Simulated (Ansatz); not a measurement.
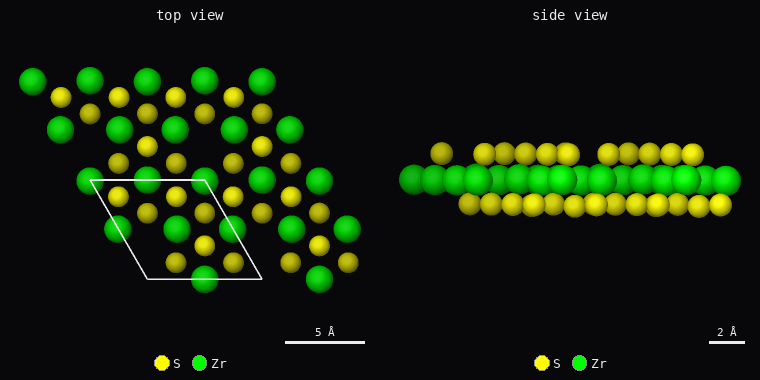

Monolayer ZrS2 with one S vacancy in a 2 × 2 cell, seen from above and from the side.

Method: DFT PBE+D3(BJ), scalar-relativistic, plane waves, PAW in Ansatz. Cutoff 420 eV, 12 × 12 k-points, Gaussian smearing 0.05 eV, dipole correction. The defects repeat every 7.3 Å and interact, so states at the Fermi level and the work function belong to this dense array. Collinear spin, net moment 1.7 μB a cell; the stability of this spin state wasn't checked. The run warns that the functional's potential is rough in the thin density of the vacuum, where the tip is; weak contrasts and barriers may feel it.

Images follow the Tersoff–Hamann model: the current is the local density of the sample's states between the Fermi level and the bias, at the tip's centre. Bias windows are sharp sums over the levels of the k mesh.

Input file:

```yaml
crystal:
  lattice:
    - [7.303208492, 0.0, 0.0]
    - [-3.651604246, 6.3247640832, 0.0]
    - [0.0, 0.0, 22.9114569639]
  atoms:
    - { symbol: S, position: [0.3327117831, 0.1672882169, 0.4377830627] }
    - { symbol: S, position: [0.3327117831, 0.6654235662, 0.4377830627] }
    - { symbol: S, position: [0.8345764338, 0.1672882169, 0.4377830627] }
    - { symbol: S, position: [0.8333333333, 0.6666666667, 0.4334518211] }
    - { symbol: Zr, position: [-0.0053208181, -0.0106416362, 0.4983339077], spin: 0.19 }
    - { symbol: Zr, position: [-0.0053208181, 0.5053208181, 0.4983339077], spin: 0.19 }
    - { symbol: Zr, position: [0.5, 0.0, 0.501063711] }
    - { symbol: Zr, position: [0.5106416362, 0.5053208181, 0.4983339077], spin: 0.19 }
    - { symbol: S, position: [0.1629341716, 0.8314670858, 0.5645320671] }
    - { symbol: S, position: [0.6685329142, 0.3370658284, 0.5645320671] }
    - { symbol: S, position: [0.6685329142, 0.8314670858, 0.5645320671] }
basis:
  ecutwfc: 420.0
  fft_grid_basis: typed
kpoints:
  mp_grid: { grid: [12, 12, 1] }
hamiltonian:
  xc: pbe
  dispersion: d3bj
  pseudopotentials: { kind: paw }
scf:
  occupations: { method: gaussian, width: 0.05 }
output:
  forces: true
  eigenvalues: true
  populations: true
  band_densities:
    - { e_range: [-2.0, -1.0] }
    - { e_range: [-1.0, -0.5] }
    - { e_range: [-0.5, -0.25] }
    - { e_range: [-0.25, 0.0] }
    - { e_range: [0.0, 0.25] }
    - { e_range: [0.25, 0.5] }
    - { e_range: [0.5, 1.0] }
    - { e_range: [1.0, 1.5] }
  band_residual_tolerance: 1.0e-05
  write_potential: true
  elf: true
  write_density: true
  volumetric_format: npy
efield:
  axis: 3
  dipole_correction: true
  ramp_width: 0.04
magnetization:
  spin_polarized: true
checkpoint:
  read: start.run
  write: ck
  compress: false
  write_wavefunctions: false
  write_every: 100000
```

Run with:

```sh
ansatz run input.yaml --threads 4 --pin off --max-ram 8847MiB --backend cpu --events-out ev --progress --plain --runs-dir out
```

Cost without the relaxation before it: 4.7 min on 4 threads of Arm Neoverse N1, on a shared host, peak memory 2.8 GiB.

> What does a constant-current image at a set point of 3.2 × 10⁻⁸ e/Å³ show at −0.25 V?

The brightest spots lie over the Zr atoms 1.5 Å below the top plane away from the vacancy, with weaker maxima over points 2.1 Å to the side of the top S atoms; the darkest points are over the sites above the S atoms 2.9 Å below the top plane. The corrugation is 39 pm at a mean tip height of 5.0 Å.

> What does a constant-current image at a set point of 9.3 × 10⁻⁶ e/Å³ show at +1.50 V?

The brightest spots lie over the top S atoms; the darkest points are over the vacancy. The corrugation is 43 pm at a mean tip height of 4.0 Å.

The computed images, with the atoms seen from above drawn over one corner (deeper ones smaller):

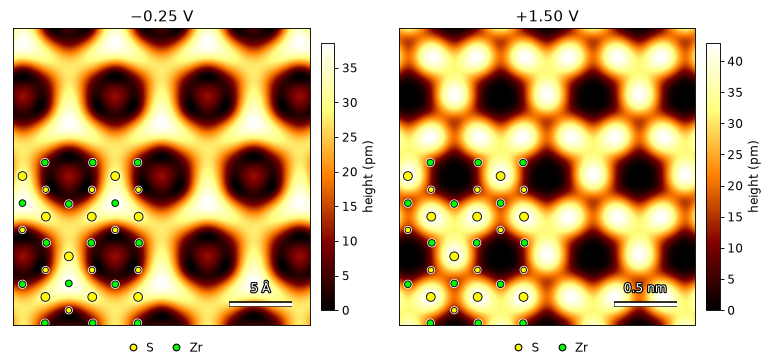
